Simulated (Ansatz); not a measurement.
## ZnSe: geometry relaxation (part 2 of 2)

The same run, continued: ZnSe (F-43m, 2 atoms in the cell); DFT LDA, scalar-relativistic, plane waves, PAW, no spin polarisation (Ansatz 0.2.0); cutoff 420 eV, 6×6×6 k-mesh, fixed occupations. It belongs to a series of runs on one base structure; here: elastic and piezoelectric constants, atoms relaxed.

Geometry of the input (Å; fractional positions):
```
0.0000  2.7816  2.7816
2.7816  0.0000  2.7816
2.7816  2.7816  0.0000
Zn 0.0000  0.0000  0.0000
Se 0.2500  0.2500  0.2500
```

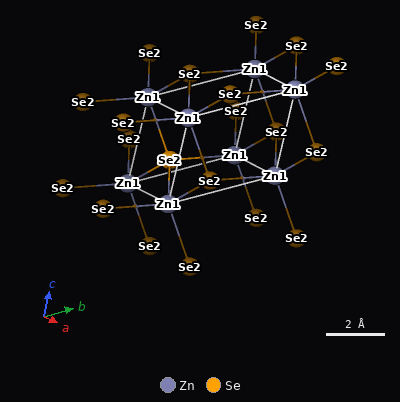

*The geometry at step 2 of the log (ball-and-stick view of the cell of the calculation, seen slightly off an axis; neighbours outside the cell are drawn fainter; atoms are numbered from 1 in the order of the input).*

Log, continued:
```
SCF iter   1: F=—  HF=-8630.844230 eV  |F-HF|=—  |Δ(HF+E_count)|=         —  Δρ=2.76e-3  dr2=1.23e-3  ethr=4.43e-6  ⟨swp⟩=2.0  Hψ=5444  notcnv=0  defer=88
SCF iter   2: F=—  HF=-8630.843704 eV  |F-HF|=—  |Δ(HF+E_count)|=   5.26e-4  Δρ=1.19e-3  dr2=1.57e-4  ethr=4.39e-6  ⟨swp⟩=2.1  Hψ=1338  notcnv=0  defer=92
SCF iter   3: F=—  HF=-8630.843641 eV  |F-HF|=—  |Δ(HF+E_count)|=   6.23e-5  Δρ=1.74e-4  dr2=2.20e-6  ethr=5.59e-7  ⟨swp⟩=2.0  Hψ=1330  notcnv=0  defer=71
SCF iter   4: F=—  HF=-8630.843643 eV  |F-HF|=—  |Δ(HF+E_count)|=   2.02e-6  Δρ=3.49e-5  dr2=1.22e-7  ethr=7.86e-9  ⟨swp⟩=2.0  Hψ=1473  notcnv=0
SCF iter   5: F=—  HF=-8630.843644 eV  |F-HF|=—  |Δ(HF+E_count)|=   1.61e-7  Δρ=8.99e-6  dr2=3.38e-8  ethr=4.35e-10  ⟨swp⟩=2.0  Hψ=1472  notcnv=0
SCF iter   6: F=—  HF=-8630.843644 eV  |F-HF|=—  |Δ(HF+E_count)|=   8.71e-9  Δρ=4.66e-6  dr2=5.95e-9  ethr=1.21e-10  ⟨swp⟩=2.0  Hψ=1472  notcnv=0
SCF iter   7: F=—  HF=-8630.843644 eV  |F-HF|=—  |Δ(HF+E_count)|=   2.26e-9  Δρ=9.86e-7  dr2=1.65e-10  ethr=2.13e-11  ⟨swp⟩=2.0  Hψ=1195  notcnv=0
SCF iter   8: F=—  HF=-8630.843644 eV  |F-HF|=—  |Δ(HF+E_count)|=  8.37e-11  Δρ=2.97e-7  dr2=1.33e-11  ethr=5.89e-13 (applied; sched 1.00e-12)  ⟨swp⟩=2.0  Hψ=1247  notcnv=0
SCF iter   9: F=—  HF=-8630.843644 eV  |F-HF|=—  |Δ(HF+E_count)|=  5.46e-12  Δρ=3.62e-8  dr2=1.82e-13  ethr=4.76e-14 (applied; sched 1.00e-12)  ⟨swp⟩=2.1  Hψ=1314  notcnv=0
SCF iter  10: F=-8630.843644 eV  HF=-8630.843644 eV  |F-HF|=0.00e0  |Δ(HF+E_count)|=    0.00e0  Δρ=5.70e-9  dr2=6.87e-15  ethr=1.00e-12  ⟨swp⟩=5.0  Hψ=3135  notcnv=0
SCF 8 converged in 10 iterations: F = -8630.843644 eV  dr2 = 6.87e-15
relax step   1: F+E_penalty+E_count = -8630.84364364 eV  Δ(F+E_penalty+E_count) = +0.000e0 eV  max|allowed force component| = 1.272e-2 eV/Å  Δτ_max = 0.0000 Å  (10 SCF iters, accepted)
iter 1 solved again at ethr=2.32e-9 eV; its pass at ethr=3.10e-3 eV (dr2=6.50e-7 eV) is discarded
SCF iter   1: F=—  HF=-8630.843653 eV  |F-HF|=—  |Δ(HF+E_count)|=         —  Δρ=5.57e-5  dr2=6.62e-7  ethr=2.32e-9  ⟨swp⟩=2.0  Hψ=3604  notcnv=0  defer=2
SCF iter   2: F=—  HF=-8630.843653 eV  |F-HF|=—  |Δ(HF+E_count)|=   2.79e-7  Δρ=1.95e-5  dr2=6.62e-8  ethr=2.32e-9  ⟨swp⟩=2.1  Hψ=1131  notcnv=0  defer=2
SCF iter   3: F=—  HF=-8630.843653 eV  |F-HF|=—  |Δ(HF+E_count)|=   1.57e-8  Δρ=3.35e-6  dr2=1.56e-9  ethr=2.36e-10  ⟨swp⟩=2.0  Hψ=1196  notcnv=0  defer=3
SCF iter   4: F=—  HF=-8630.843653 eV  |F-HF|=—  |Δ(HF+E_count)|=   1.85e-9  Δρ=7.15e-7  dr2=1.22e-10  ethr=5.57e-12  ⟨swp⟩=2.0  Hψ=1456  notcnv=0  defer=3
SCF iter   5: F=—  HF=-8630.843653 eV  |F-HF|=—  |Δ(HF+E_count)|=  7.82e-11  Δρ=5.15e-7  dr2=7.52e-11  ethr=4.35e-13 (applied; sched 1.00e-12)  ⟨swp⟩=2.0  Hψ=1241  notcnv=0  defer=3
SCF iter   6: F=—  HF=-8630.843653 eV  |F-HF|=—  |Δ(HF+E_count)|=  3.27e-11  Δρ=1.41e-7  dr2=5.18e-12  ethr=2.69e-13 (applied; sched 1.00e-12)  ⟨swp⟩=2.0  Hψ=1196  notcnv=0  defer=3
SCF iter   7: F=—  HF=-8630.843653 eV  |F-HF|=—  |Δ(HF+E_count)|=  1.82e-12  Δρ=2.49e-8  dr2=1.10e-13  ethr=1.85e-14 (applied; sched 1.00e-12)  ⟨swp⟩=2.0  Hψ=1192  notcnv=0  defer=3
SCF iter   8: F=-8630.843653 eV  HF=-8630.843653 eV  |F-HF|=0.00e0  |Δ(HF+E_count)|=    0.00e0  Δρ=2.04e-9  dr2=6.66e-16  ethr=1.00e-12  ⟨swp⟩=4.1  Hψ=2940  notcnv=0
SCF 9 converged in 8 iterations: F = -8630.843653 eV  dr2 = 6.66e-16
relax step   2: F+E_penalty+E_count = -8630.84365262 eV  Δ(F+E_penalty+E_count) = -8.978e-6 eV  max|allowed force component| = 6.981e-3 eV/Å  Δτ_max = 0.0005 Å  (8 SCF iters, accepted)
SCF iter   1: F=—  HF=-8630.843656 eV  |F-HF|=—  |Δ(HF+E_count)|=         —  Δρ=6.80e-5  dr2=9.91e-7  ethr=3.50e-8  ⟨swp⟩=4.0  Hψ=2801  notcnv=0  defer=88
SCF iter   2: F=—  HF=-8630.843657 eV  |F-HF|=—  |Δ(HF+E_count)|=   5.93e-7  Δρ=2.35e-5  dr2=9.61e-8  ethr=3.54e-9  ⟨swp⟩=2.2  Hψ=1532  notcnv=0  defer=2
SCF iter   3: F=—  HF=-8630.843656 eV  |F-HF|=—  |Δ(HF+E_count)|=   2.30e-8  Δρ=4.24e-6  dr2=2.45e-9  ethr=3.43e-10  ⟨swp⟩=2.0  Hψ=1195  notcnv=0  defer=2
SCF iter   4: F=—  HF=-8630.843656 eV  |F-HF|=—  |Δ(HF+E_count)|=   2.76e-9  Δρ=9.09e-7  dr2=2.07e-10  ethr=8.76e-12  ⟨swp⟩=2.0  Hψ=1461  notcnv=0  defer=2
SCF iter   5: F=—  HF=-8630.843656 eV  |F-HF|=—  |Δ(HF+E_count)|=  8.55e-11  Δρ=3.69e-7  dr2=3.65e-11  ethr=7.38e-13 (applied; sched 1.00e-12)  ⟨swp⟩=2.0  Hψ=1241  notcnv=0  defer=2
SCF iter   6: F=—  HF=-8630.843656 eV  |F-HF|=—  |Δ(HF+E_count)|=  3.64e-12  Δρ=2.44e-7  dr2=1.63e-11  ethr=1.30e-13 (applied; sched 1.00e-12)  ⟨swp⟩=2.0  Hψ=1205  notcnv=0  defer=2
SCF iter   7: F=—  HF=-8630.843656 eV  |F-HF|=—  |Δ(HF+E_count)|=  1.09e-11  Δρ=4.99e-8  dr2=5.96e-13  ethr=5.81e-14 (applied; sched 1.00e-12)  ⟨swp⟩=2.0  Hψ=1178  notcnv=0  defer=2
SCF iter   8: F=-8630.843656 eV  HF=-8630.843656 eV  |F-HF|=0.00e0  |Δ(HF+E_count)|=  1.82e-12  Δρ=5.83e-9  dr2=1.09e-14  ethr=1.00e-12  ⟨swp⟩=4.7  Hψ=3058  notcnv=0
SCF 10 converged in 8 iterations: F = -8630.843656 eV  dr2 = 1.09e-14
relax step   3: F+E_penalty+E_count = -8630.84365650 eV  Δ(F+E_penalty+E_count) = -3.873e-6 eV  max|allowed force component| = 1.425e-8 eV/Å  Δτ_max = 0.0006 Å  (8 SCF iters, accepted)
iter 1 solved again at ethr=1.00e-12 eV; its pass at ethr=3.10e-3 eV (dr2=5.14e-14 eV) is discarded
SCF iter   1: F=—  HF=-8630.843656 eV  |F-HF|=—  |Δ(HF+E_count)|=         —  Δρ=5.87e-9  dr2=1.12e-14  ethr=1.00e-12  ⟨swp⟩=2.3  Hψ=3826  notcnv=0  defer=2
SCF iter   2: F=-8630.843656 eV  HF=-8630.843656 eV  |F-HF|=3.64e-12  |Δ(HF+E_count)|=    0.00e0  Δρ=3.19e-9  dr2=2.89e-15  ethr=1.00e-12  ⟨swp⟩=4.7  Hψ=3116  notcnv=0
SCF 11 converged in 2 iterations: F = -8630.843656 eV  dr2 = 2.89e-15
NSCF: frozen V_eff on 49 k-points
NSCF: frozen V_eff on 19 k-points
SCF converged after 10 iterations
Free energy (F): -8630.843678 eV
Harris-Foulkes:  -8630.843678 eV  (|F-HF|=0.00e0)
Internal energy: -8630.843678 eV  (E = F + TS)
E sigma→0 (E₀):  -8630.843678 eV
Fermi energy:    7.245411 eV
--- Per-component energies (eV) ---
  E_band       = -376.629207
  E_kinetic    = 252.235379
  E_local      = -4319.539094  (includes V_loc(G=0)·N_el)
  E_nonlocal   = 27.331543
  E_hartree    = 2000.082831
  E_xc         = -239.836005
  E_vxc        = -152.954448  (∫ρ·V_xc dr)
  E_paw        = -3582.887328  (= ΣΔE_a)
  E_vpaw       = -183.867280  (= ΣTr[D̂ρ^β])
  E_aug_tail   = -0.000964  (compensation charges beyond the density's cutoff)
  E_ewald      = -2772.004542
  E_core_change = 3.774504  (= ΣΔE_core)
  E_smearing   = -0.000000  (= −TS)
  E_closure    = 0.000000  (closes the sum)
  Σ components = -8630.843678   (vs F -8630.843678, Δ=0.00e0)
--- Forces (eV/Å), atoms counted from 1 ---
  atom   1  Zn     0.00000000    -0.00000000     0.00000000
  atom   2  Se    -0.00000000     0.00000000     0.00000000
  max |Σ_I F_I| component: 2.36e-16 eV/Å
--- Stress (GPa, compression-positive) ---
        0.194036      -0.000000      -0.000000
       -0.000000       0.194036       0.000000
       -0.000000       0.000000       0.194036
  P = ⅓ Tr σ = 0.1940 GPa (1.940 kbar)
--- Band table (eV; the first three rows and the last of 16) ---
  k-point 0: bands = ["-39.9196", "-39.9196", "-39.9196", "-39.9140", "-39.9140", "-6.4475", "0.3667", "0.3667", "0.3667", "0.7784", "0.7784", "7.2454", "7.2454", "7.2454", "8.5026", "12.9402", "12.9402", "12.9402"]
  k-point 1: bands = ["-39.9196", "-39.9196", "-39.9196", "-39.9140", "-39.9140", "-6.2532", "0.3774", "0.3964", "0.3964", "0.7762", "0.7762", "5.2016", "6.9630", "6.9630", "9.7922", "13.0499", "13.3731", "13.3731"]
  k-point 2: bands = ["-39.9196", "-39.9194", "-39.9194", "-39.9140", "-39.9140", "-5.8127", "0.4458", "0.4458", "0.5301", "0.7855", "0.7855", "2.8973", "6.4919", "6.4919", "9.8480", "13.6439", "13.6439", "14.8421"]
  k-point 15: bands = ["-39.9197", "-39.9193", "-39.9191", "-39.9141", "-39.9138", "-5.2503", "0.4561", "0.6085", "0.6859", "0.7935", "1.0907", "2.2040", "4.3574", "4.4044", "11.5230", "12.0539", "15.5442", "15.8571"]
--- Elastic constants: 2 strain directions × 2 members + reference (group order 24) ---
  dense FFT box of the reference and of every strained cell: 27×27×27
  strains applied: 11, 23; error gains: componentwise 1.00 (the most a stress slope's error grows in a printed constant), spectral 1.73 (1 for all six strains in a standard setting)
  C = ∂σ_k/∂η_j (tension-positive GPa; Voigt order 11 22 33 23 13 12):
        98.546     59.684     59.684      0.000      0.000     -0.000
        59.684     98.546     59.684      0.000      0.000     -0.000
        59.684     59.684     98.546      0.000      0.000     -0.000
        -0.000     -0.000     -0.000     43.119     -0.000     -0.000
        -0.000     -0.000      0.000      0.000     43.119      0.000
        -0.000      0.000      0.000      0.000      0.000     43.119
  reference stress σ⁰ (GPa):     -0.194     -0.194     -0.194     -0.000      0.000      0.000
  C* (energy form; C + prestress term) asymmetry max|C*_kj − C*_jk| = 1.421e-14 GPa — a small one proves nothing (zero by symmetry where the batch's group is 432, −43m or m−3m); a large one is finite-difference/SCF noise where every solve meets its electron count
  moduli (Voigt/Reuss/Hill, GPa): K = 72.64/72.64/72.64   G = 33.64/28.98/31.31   E = 82.14   ν = 0.312
  mechanically stable: yes (min eigenvalue of sym C = 38.86 GPa)
  e, the proper piezoelectric tensor (elastic.mode: relaxed_ion; C/m²; rows x y z; Voigt order 11 22 33 23 13 12):
      -0.00000   -0.00000   -0.00000    0.02552    0.00000   -0.00000
       0.00000    0.00000   -0.00000   -0.00000    0.02552   -0.00000
       0.00000   -0.00000   -0.00000    0.00000   -0.00000    0.02552
  ±, each entry's uncertainty from the finite density of the strings (C/m²), an estimate: the size of the correction for it that the entry includes:
       0.00000    0.00000    0.00000    0.00861    0.00000    0.00000
       0.00000    0.00000    0.00000    0.00000    0.00861    0.00000
       0.00000    0.00000    0.00000    0.00000    0.00000    0.00861
  the group's symmetry takes up to 1.5e-8 C/m² out of the measured responses: error of the strings' finite density and of the mesh across them, as far as it breaks the symmetry (raise kpoints.mp_grid and any string_points); the largest step of a string from the reference is 0.003 rad
  strain η (Voigt 11):  stress-route row diagonal C_11 = 98.55 GPa, energy-path curvature d²(F+E_count+ΔE)/dδ²/Ω₀ = 98.92 GPa
         δ    σ_11 (GPa)             F (eV)   n_scf  n_hpsi   n_pw
    -2.000e-3      -0.3916       -8630.8435216      10   13176    869   relax 0 steps, max|allowed force component| 1.20e-16 eV/Å
     2.000e-3       0.0026       -8630.8437308      10   13022    869   relax 0 steps, max|allowed force component| 1.34e-16 eV/Å
  strain η (Voigt 23):  stress-route row diagonal C_44 = 43.12 GPa, energy-path curvature d²(F+E_count+ΔE)/dδ²/Ω₀ = 43.53 GPa
         δ    σ_23 (GPa)             F (eV)   n_scf  n_hpsi   n_pw
    -2.000e-3      -0.0862       -8630.8436565       2    7363    869   relax 3 steps, max|allowed force component| 2.56e-7 eV/Å
     2.000e-3       0.0862       -8630.8436565       2    7397    869   relax 3 steps, max|allowed force component| 1.42e-8 eV/Å
--- Formal polarisation (Berry phase): one branch of a lattice of values; only differences between neighbouring runs are physical ---
  axis  mesh            electronic          ionic      p = total  spread (rad)  least overlap  resolved gap  δp at fixed H ≤   (phases in cycles; p mod 2; gap in eV; gap and δp judge the states as solved, not the mesh's step, its correction or the SCF's stop)
  b1    6×6×6          -0.50000000     4.00000000     3.50000000      0.219925         0.7863        1.2571           6.3e-6
  b2    6×6×6          -0.50000000     4.00000000     3.50000000      0.219925         0.7863        1.2571           6.3e-6
  b3    6×6×6          -0.50000000     4.00000000     3.50000000      0.219925         0.7863        1.2571           6.3e-6
  quantum along a1:   0.18277872 e/Å² =   292.843802 µC/cm²
  quantum along a2:   0.18277872 e/Å² =   292.843802 µC/cm²
  quantum along a3:   0.18277872 e/Å² =   292.843802 µC/cm²
  P = (  0.45235426,   0.45235426,   0.45235426) e/Å² = (  724.751433,   724.751433,   724.751433) µC/cm²  (mod the quanta)
```

File elastic.tsv:
```
# convention: tension-positive GPa; Voigt order 11 22 33 23 13 12; engineering shear strains; stresses and constants hold the Pulay correction, whose part of sigma0, of c and of each member's stress the lines and columns named pulay_correction_..._gpa give (of c_energy it is that of c and, on the columns of strains 1 to 3, that of sigma0; of a layer's constants it is that of c in the plane, times a tenth of its plane spacing in ang); where a line pulay_correction_withheld stands none holds it
# sigma0_gpa = -1.9403626197e-1 -1.9403626197e-1 -1.9403626197e-1 -1.1117333679e-15 3.2425556563e-16 1.3896667098e-16
# pulay_correction_sigma0_gpa = -4.9093875494e-2 -4.9093875494e-2 -4.9093875494e-2 -2.7141927926e-19 2.2618273272e-20 -1.1309136636e-20
# c_energy_asymmetry_gpa = 1.4210854715e-14
# group_order = 24
# error_gain_componentwise = 1.0000000000e0	error_gain_spectral = 1.7320508076e0
# k_voigt_gpa = 7.2638137108e1	k_reuss_gpa = 7.2638137108e1	k_hill_gpa = 7.2638137108e1
# g_voigt_gpa = 3.3643698011e1	g_reuss_gpa = 2.8984904605e1	g_hill_gpa = 3.1314301308e1
# youngs_gpa = 8.2139462947e1	poisson = 3.1153274249e-1
# min_eigenvalue_gpa = 3.8861950508e1	stable = true
# piezoelectric_x_c_per_m2 = -2.8737634007e-42 -3.3132236238e-24 -3.3132236238e-24 2.5516456366e-2 2.0707647649e-25 -5.1769119122e-26
# piezoelectric_y_c_per_m2 = 1.0949505719e-26 1.0949505753e-26 -1.6566118120e-24 -2.5884559561e-25 2.5516456366e-2 -5.7706389970e-24
# piezoelectric_z_c_per_m2 = 1.8811909185e-24 -1.8811909185e-24 -9.2749873180e-56 3.7209054369e-26 -5.7285765879e-24 2.5516456366e-2
# piezoelectric_strings_term_x_c_per_m2 = 5.1386894000e-49 -3.9084376214e-18 -3.0398959278e-18 -8.6118944706e-3 1.0353823824e-24 -1.8949407641e-41
# piezoelectric_strings_term_y_c_per_m2 = 3.4136218074e-25 -4.3427050546e-19 1.7370833873e-18 -1.0353823824e-24 -8.6118944706e-3 -7.6608335922e-18
# piezoelectric_strings_term_z_c_per_m2 = 1.7370845284e-18 -1.7370845284e-18 -4.3427084682e-19 1.5530735737e-25 -7.6608337476e-18 -8.6118944706e-3
# piezoelectric_unresolved_by_strings =
# piezoelectric_mode = relaxed_ion
# piezoelectric_residual_c_per_m2 = 1.5242807732e-8	largest_string_step_rad = 2.8110300857e-3	self_consistent = true
# k	c_k1_gpa	c_k2_gpa	c_k3_gpa	c_k4_gpa	c_k5_gpa	c_k6_gpa	c_energy_k1_gpa	c_energy_k2_gpa	c_energy_k3_gpa	c_energy_k4_gpa	c_energy_k5_gpa	c_energy_k6_gpa	pulay_correction_c_k1_gpa	pulay_correction_c_k2_gpa	pulay_correction_c_k3_gpa	pulay_correction_c_k4_gpa	pulay_correction_c_k5_gpa	pulay_correction_c_k6_gpa
1	9.8546104113e1	5.9684153606e1	5.9684153606e1	3.4781290397e-20	0.0000000000e0	-9.6878367572e-37	9.8352067852e1	5.9490117344e1	5.9490117344e1	3.4781290397e-20	0.0000000000e0	-9.6878367572e-37	2.2352834428e-1	1.6324161254e-1	1.6324161254e-1	-8.1063700030e-23	6.6174449004e-24	6.6174449004e-24
2	5.9684153606e1	9.8546104113e1	5.9684153606e1	2.3716922523e-20	0.0000000000e0	-1.4997489488e-38	5.9490117344e1	9.8352067852e1	5.9490117344e1	2.3716922523e-20	0.0000000000e0	-1.4997489488e-38	1.6324161254e-1	2.2352834428e-1	1.6324161254e-1	-4.6322114303e-23	0.0000000000e0	6.6174449004e-24
3	5.9684153606e1	5.9684153606e1	9.8546104113e1	2.3716922523e-20	0.0000000000e0	-9.6878367834e-37	5.9490117344e1	5.9490117344e1	9.8352067852e1	2.3716922523e-20	0.0000000000e0	-9.6878367834e-37	1.6324161254e-1	1.6324161254e-1	2.2352834428e-1	-5.9557004104e-23	6.6174449004e-24	2.3413921021e-39
4	-1.5777218104e-30	-5.5220263365e-30	-5.3248111102e-30	4.3118846516e1	-3.1554436209e-29	-6.3108872418e-30	-1.1117333679e-15	-1.1117333679e-15	-1.1117333679e-15	4.3118846516e1	-3.1554436209e-29	-6.3108872418e-30	-3.8518598888e-34	-1.5407439555e-33	-1.5407439555e-33	4.1847947019e-2	-1.9721522631e-31	-4.9303806576e-32
5	-7.0997481470e-30	-7.7466408477e-30	8.2435295635e-31	3.1554436209e-29	4.3118846516e1	1.7992396687e-20	3.2425556563e-16	3.2425556563e-16	3.2425556563e-16	3.1554436209e-29	4.3118846516e1	1.7992396687e-20	9.2444637331e-32	9.2284129532e-32	1.5006170059e-33	2.9582283946e-31	4.1847947019e-2	-6.0317848478e-23
6	-3.1502506769e-29	3.1502506754e-29	1.5777218104e-30	3.1554436209e-30	1.7992396733e-20	4.3118846516e1	1.3896667098e-16	1.3896667098e-16	1.3896667098e-16	3.1554436209e-30	1.7992396733e-20	4.3118846516e1	-3.1138912343e-31	3.1273727489e-31	-8.7581154020e-47	-1.2325951644e-31	-6.0317848848e-23	4.1847947019e-2
```

Trajectory as extended XYZ (Å, eV, eV/Å), 6 frames, from step=1 to step=3:
```
2
Lattice="0.0000 2.7816 2.7816 2.7816 0.0000 2.7816 2.7816 2.7816 0.0000" Properties=species:S:1:pos:R:3:forces:R:3 step=1 energy=-8630.84364
Zn    0.0000    0.0000    0.0000   -0.0127   0.0000   0.0000
Se    1.3908    1.3894    1.3894    0.0127   0.0000   0.0000
2
Lattice="0.0000 2.7816 2.7816 2.7816 0.0000 2.7816 2.7816 2.7816 0.0000" Properties=species:S:1:pos:R:3:forces:R:3 step=2 energy=-8630.84365
Zn   -0.0005    0.0000    0.0000   -0.0070   0.0000   0.0000
Se    1.3913    1.3894    1.3894    0.0070   0.0000   0.0000
2
Lattice="0.0000 2.7816 2.7816 2.7816 0.0000 2.7816 2.7816 2.7816 0.0000" Properties=species:S:1:pos:R:3:forces:R:3 step=3 energy=-8630.84366
Zn   -0.0010    0.0000    0.0000    0.0000   0.0000   0.0000
Se    1.3918    1.3894    1.3894    0.0000   0.0000   0.0000
2
Lattice="0.0000 2.7816 2.7816 2.7816 0.0000 2.7816 2.7816 2.7816 0.0000" Properties=species:S:1:pos:R:3:forces:R:3 step=1 energy=-8630.84364
Zn    0.0000    0.0000    0.0000    0.0127   0.0000   0.0000
Se    1.3908    1.3922    1.3922   -0.0127   0.0000   0.0000
2
Lattice="0.0000 2.7816 2.7816 2.7816 0.0000 2.7816 2.7816 2.7816 0.0000" Properties=species:S:1:pos:R:3:forces:R:3 step=2 energy=-8630.84365
Zn    0.0005    0.0000    0.0000    0.0070   0.0000   0.0000
Se    1.3903    1.3922    1.3922   -0.0070   0.0000   0.0000
2
Lattice="0.0000 2.7816 2.7816 2.7816 0.0000 2.7816 2.7816 2.7816 0.0000" Properties=species:S:1:pos:R:3:forces:R:3 step=3 energy=-8630.84366
Zn    0.0010    0.0000    0.0000    0.0000   0.0000   0.0000
Se    1.3898    1.3922    1.3922    0.0000   0.0000   0.0000
```

Results in brief:

```tsv
quantity	value
outcome	converged
space group (tolerance 0.01 Å)	F-43m (216)
electrons treated	28
free energy	−8630.8437 eV
Fermi energy	7.245 eV
gap on the k-point mesh	1.26 eV
pressure	0.19 GPa
final volume	43.04 Å³
bulk modulus (Hill)	72.6 GPa
shear modulus (Hill)	31.3 GPa
largest force (length of the vector) at the end	under 0.001 eV/Å
final cell	a = 3.934 Å, b = 3.934 Å, c = 3.934 Å, α = 60.00°, β = 60.00°, γ = 60.00°
elastic stability	stable
hardware	4 threads of Intel Xeon (Granite Rapids), 192 GiB of memory available, shared host
wall time	7.3 s (CPU time 25 s)
peak memory	0.44 GiB
```
